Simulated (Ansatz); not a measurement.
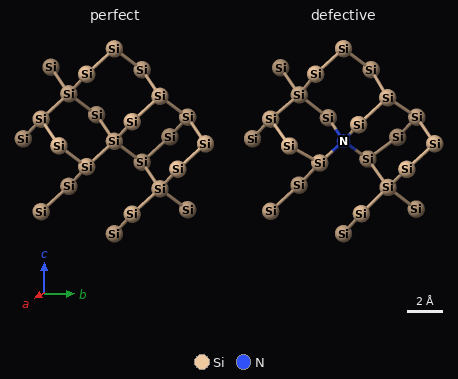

Left: perfect Si. Right: the same region with one point defect, after relaxing the atoms in a supercell of 64 sites. Style: ball-and-stick. Shown: the atoms within 6.0 Å of one point, in a slice 4.2 Å thick across the line of sight, slightly off an axis.

The calculation used DFT, PBEsol, PAW, plane waves (Ansatz 0.2.0). Set-up: plane-wave cutoff 420 eV; k-point mesh 1 × 1 × 1; mesh shifted by (0.25, 0.25, 0.25); no spin polarisation. Fermi-Dirac smearing of 0.01 eV. A uniform background neutralises the charged cell. The axes drawn are those of the host's conventional cell.

What kind of defect was made?

Answer. A silicon atom is replaced by nitrogen.

The charge state of the cell is −1.

How does the lattice respond?

Answer. In the host the Si atom has 4 Si at 2.35 Å; the N atom ends with 4 Si at 1.98 to 2.03 Å. Of the host's atoms, a silicon atom moves furthest from its site, by 0.35 Å.

Limits of the set-up: the cell is charged, on a uniform background, and energies carry no finite-size correction.
